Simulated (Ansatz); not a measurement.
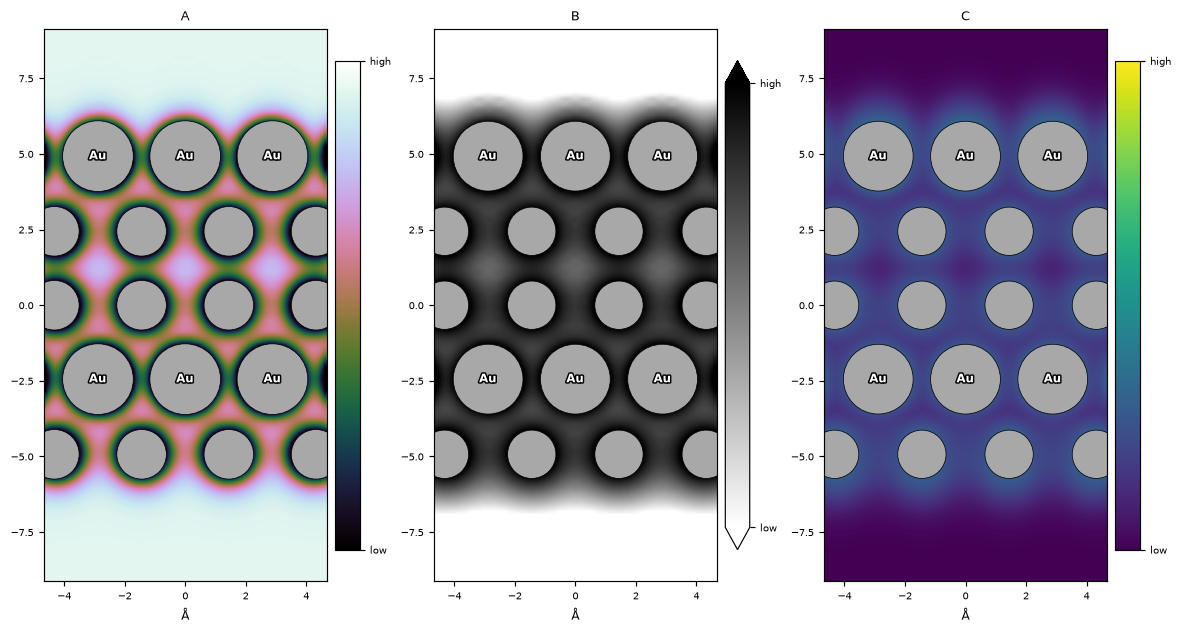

Au (slab): 3 fields on the (010) plane of the calculation cell, a cut from vacuum to vacuum, with unlabelled colour scales. Grey discs cover the atomic cores.

Computed without spin polarisation.

The calculation used Ansatz, DFT PBE, scalar-relativistic, plane waves, PAW.

**Which field does each panel show? The fields are: electron localisation function, electrostatic potential energy of an electron and valence pseudo-density.**

Panel A: electrostatic potential energy of an electron (low next to the atoms, rising into the space between them). Panel B: valence pseudo-density. Panel C: electron localisation function. From the grid: Au–Au (2.88 Å): the density is about 0.28 e/Å³ at the midpoint; the ELF is about 0.20 at the midpoint: no localised pair shows between them.
